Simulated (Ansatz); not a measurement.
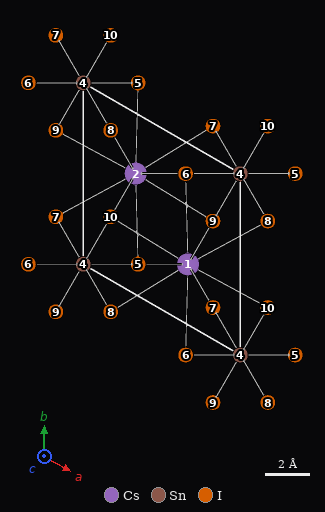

This is the input geometry for a relaxation of a crystal of CsSnI₃ (built on the KVCl3-194 type type). Style: ball-and-stick. Shown: the cell of the calculation, along the c axis.

Level of theory: DFT, r2SCAN+rVV10, plane waves, PAW in Ansatz.

The input:
```yaml
crystal:
  lattice:
    - [8.3514509602, 0.0, 0.0]
    - [-4.1757254801, 7.23256869, 0.0]
    - [0.0, 0.0, 7.4816259454]
  atoms:
    - { symbol: Cs, position: [0.6666666667, 0.3333333333, 0.25] }
    - { symbol: Cs, position: [0.3333333333, 0.6666666667, 0.75] }
    - { symbol: Sn, position: [0.0, 0.0, 0.5] }
    - { symbol: Sn, position: [0.0, 0.0, 0.0] }
    - { symbol: I, position: [0.3488993547, 0.1744496773, 0.75] }
    - { symbol: I, position: [0.6511006453, 0.8255503227, 0.25] }
    - { symbol: I, position: [0.8255503227, 0.1744496773, 0.75] }
    - { symbol: I, position: [0.1744496773, 0.8255503227, 0.25] }
    - { symbol: I, position: [0.8255503227, 0.6511006453, 0.75] }
    - { symbol: I, position: [0.1744496773, 0.3488993547, 0.25] }
kpoints:
  mp_grid: { grid: [6, 6, 6] }
hamiltonian:
  xc: r2scan
  dispersion: rvv10
scf:
  occupations: { method: fermi_dirac, width: 0.03 }
relax:
  f_tol: 0.01
  cell: {}
  max_steps: 120
output:
  write_density: true
  write_potential: true
  elf: true
  volumetric_format: npy
```

Run as
```bash
ansatz run input.yaml --threads 4 --pin off --max-ram 4608MiB --backend cpu --events-out ev --progress --plain --runs-dir out
```

Predict the outcome.

Answer. The largest moves relative to the cell, 0.008 Å, are those of I5, I6, I7, I8, I9 and I10. I7 goes along [−1 1 0]. Cs and Sn stay in place. Cell: a = b 8.351 → 8.421 Å (+0.8 %), c 7.482 → 7.424 Å (−0.8 %). Volume +0.9 %. Near-neighbour distances that change, for instance: Cs1–I10 4.177 → 4.212 Å, Cs1–I5 4.390 → 4.372 Å, Sn3–I10 3.141 → 3.156 Å. The space group stays P6_3/mmc (No. 194). After 3 accepted moves (4 points after the start) the energy has fallen by 0.9 meV per atom. Largest force component: 0.071 eV/Å at the start, 0.0022 eV/Å at the end. Pressure: 0.26 GPa at the start and −0.01 GPa at the end. At 1 point the geometry stayed and the basis and grid were re-selected for the new cell (energy shift of less than 0.05 meV per atom at most each time).

History of the run:

```json
{"step": "0", "E − E(0), meV/atom": "0.00", "largest force component, eV/Å": "0.0706", "pressure, GPa": "0.26", "volume, Å³/atom": "45.191", "note": ""}
{"step": "1", "E − E(0), meV/atom": "-0.62", "largest force component, eV/Å": "0.0033", "pressure, GPa": "0.07", "volume, Å³/atom": "45.441", "note": ""}
{"step": "2", "E − E(0), meV/atom": "-0.81", "largest force component, eV/Å": "0.0045", "pressure, GPa": "-0.02", "volume, Å³/atom": "45.623", "note": ""}
{"step": "3", "E − E(0), meV/atom": "-0.84", "largest force component, eV/Å": "0.0022", "pressure, GPa": "-0.01", "volume, Å³/atom": "45.596", "note": ""}
{"step": "4", "E − E(0), meV/atom": "-0.87", "largest force component, eV/Å": "0.0022", "pressure, GPa": "-0.01", "volume, Å³/atom": "45.596", "note": "same geometry, new basis"}
```

Final geometry:

```
CELL_PARAMETERS angstrom
8.42127 0.00000 0.00000
-4.21063 7.29303 0.00000
0.00000 0.00000 7.42401
ATOMIC_POSITIONS crystal
Cs 0.66667 0.33333 0.25000
Cs 0.33333 0.66667 0.75000
Sn 0.00000 0.00000 0.50000
Sn 0.00000 0.00000 0.00000
I 0.35002 0.17501 0.75000
I 0.64998 0.82499 0.25000
I 0.82499 0.17501 0.75000
I 0.17501 0.82499 0.25000
I 0.82499 0.64998 0.75000
I 0.17501 0.35002 0.25000
```

After the run, drawn alike:

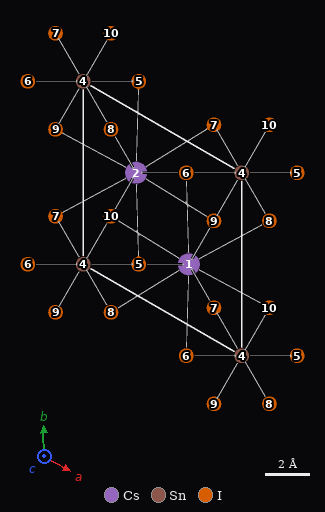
